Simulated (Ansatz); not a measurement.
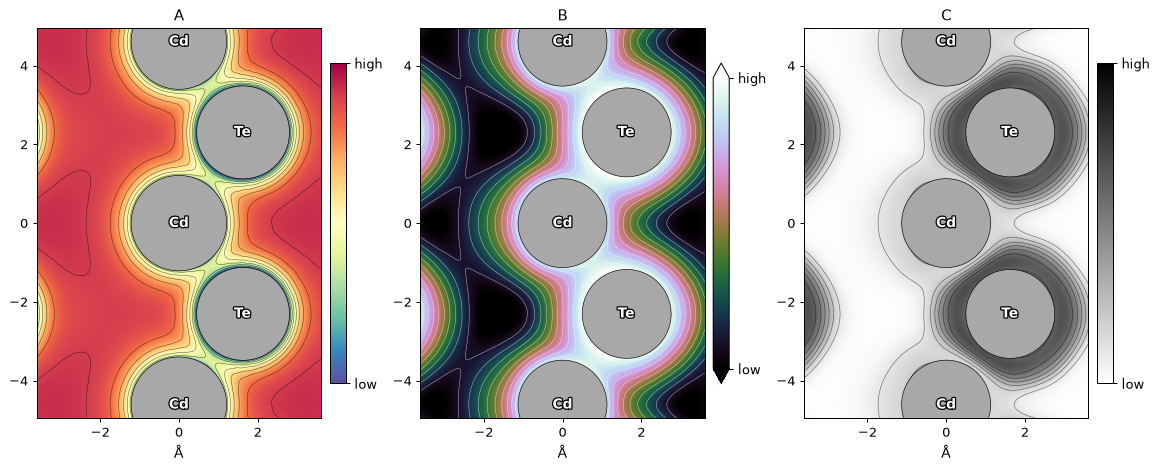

CdTe: 3 fields on the (110) plane of the conventional cell, with unlabelled colour scales. Grey discs cover the atomic cores.

Space group F-43m; started from the zincblende prototype, which need not be the ambient phase.

Level of theory: DFT, r2SCAN+rVV10, plane waves, PAW in Ansatz 0.2.0.

Question: Match the panels to the quantities (electron localisation function, electrostatic potential energy of an electron and valence pseudo-density).

Answer: Panel A: electrostatic potential energy of an electron (low next to the atoms, rising into the space between them). Panel B: valence pseudo-density. Panel C: electron localisation function. From the grid: Cd–Te (2.82 Å): the density is about 0.34 e/Å³ at the midpoint; the ELF is about 0.50 at the midpoint.
